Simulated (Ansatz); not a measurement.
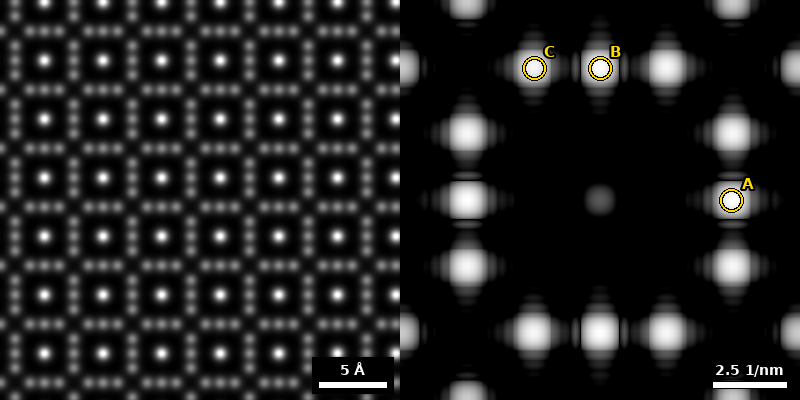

Integrated-DPC-like image of Ni (Pm-3n, No. 223) along [001]. Simulated as the projected potential of neutral atoms (B = 0.3 Å²) blurred by a 0.57 Å probe, the thin-sample limit of integrated differential phase contrast. Model: the input geometry of a calculation; the starting structure was generated, so it need not be a known form of this composition.

The right panel is the modulus of the image's Fourier transform on a logarithmic scale.

a = 4.396 Å, b = 4.396 Å, c = 4.396 Å, α = 90.00°, β = 90.00°, γ = 90.00°

Index the marked spots and give their plane spacings (the zone axis points at the viewer; indices equivalent by symmetry, or all signs reversed, are as good).

A: (-2 0 0), d = 2.20 Å; B: (0 -2 0), d = 2.20 Å; C: (1 -2 0), d = 1.97 Å. A and B enclose 90°, and every spot obeys the zone law hu + kv + lw = 0 for [001].
